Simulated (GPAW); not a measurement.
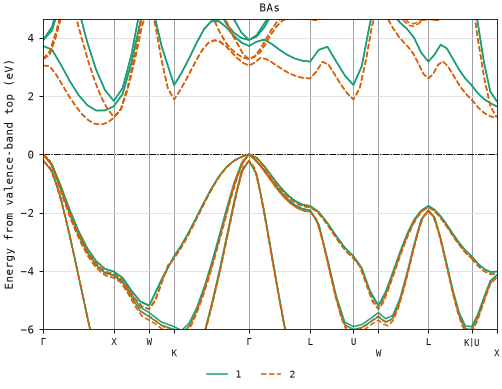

Band structures of zincblende BAs, space group F-43m (No. 216), 2 atoms in the primitive cell (cubic a = 4.777 Å), by two methods on the same cell. Each is counted from its own valence-band top.

Question: Which curve is which? The methods: MS2+SOC, PBEsol+SOC.

Answer: 1 is MS2+SOC; 2 is PBEsol+SOC. MS2+SOC gives a gap of 1.50 eV along the path and PBEsol+SOC gives a gap of 1.02 eV along the path.

Settings. MS2+SOC: GPAW PAW data sets (gpaw-data 1.2.1), spin-orbit coupling, no magnetisation, 8×8×8 k mesh, 800 eV cutoff, Fermi-Dirac smearing of 0.05 eV (GPAW 26.7.0). PBEsol+SOC: PAW data sets generated in the run's folder for this functional, spin-orbit coupling, no magnetisation, 8×8×8 k mesh, 800 eV cutoff, Fermi-Dirac smearing of 0.05 eV (GPAW).

Spin-orbit coupling was added after a scalar SCF, so levels and gaps hold it while energy, forces, pressure and moments don't. This program's spin-orbit splittings come out too wide for heavy elements. LDA, GGA and most meta-GGA functionals understate gaps. MS2+SOC: the PAW data sets were made with another functional.
